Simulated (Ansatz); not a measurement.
Ta₈N₇ (cell with a defect)

```
CELL_PARAMETERS angstrom
0.00000 0.00000 -5.79554
2.95018 -5.10987 0.00000
-5.90037 0.00000 0.00000
ATOMIC_POSITIONS crystal
Ta 0.24817 0.16676 0.33324
Ta 0.75183 0.16676 0.33324
Ta 0.24817 0.66649 0.33324
Ta 0.75183 0.66649 0.33324
Ta 0.24817 0.16676 0.83351
Ta 0.75183 0.16676 0.83351
Ta 0.25183 0.66667 0.83333
Ta 0.74817 0.66667 0.83333
N 0.00000 0.00000 0.50000
N 0.50000 0.49906 0.49812
N 0.00000 0.49963 0.49927
N 0.50000 0.00188 0.00094
N 0.00000 0.00073 0.00037
N 0.50000 0.49906 0.00094
N 0.00000 0.49963 0.00037
```

Computed without spin polarisation.

Computed with DFT PBE, scalar-relativistic, plane waves, PAW (Ansatz).

**What will maps of the valence pseudo-density and electron localisation function show?**

Ta–N (2.24 Å): the density is about 0.52 e/Å³ at the midpoint; the ELF peaks at about 0.80 in the valence shell of N, 0.7 Å from its nucleus, and is about 0.20 at the midpoint: no localised pair shows between them.
Ta–Ta (2.88 Å): the density is about 0.29 e/Å³ at the midpoint; the ELF is about 0.25 at the midpoint (no shared electron pair shows on this line).
Ta–Ta (2.92 Å): ρ is about 0.29 e/Å³ halfway; the ELF is about 0.30 at the midpoint.
The ELF has a maximum of about 0.80 in the space between the atoms, on no atom or two-centre bond.

**Metal or insulator at this level of theory?**

It is gapless in this calculation (a metal or semimetal).

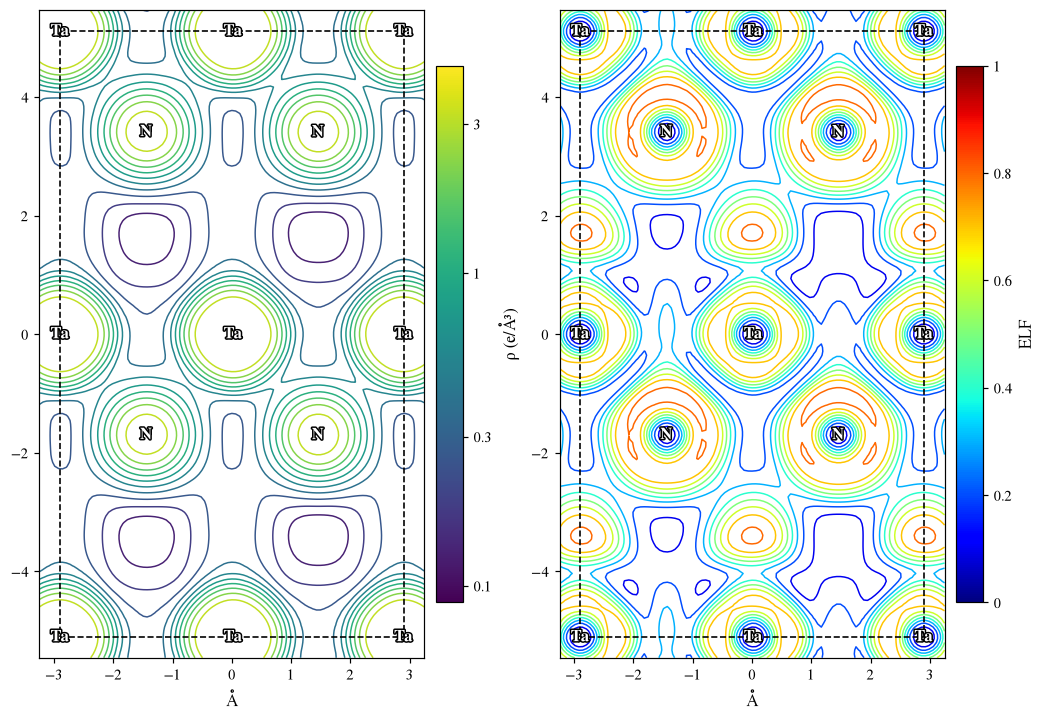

Computed valence pseudo-density and electron localisation function on the (011) plane of the calculation cell, in this order. 

In a PAW calculation such maps are meaningful between the atoms, not at the nuclei.
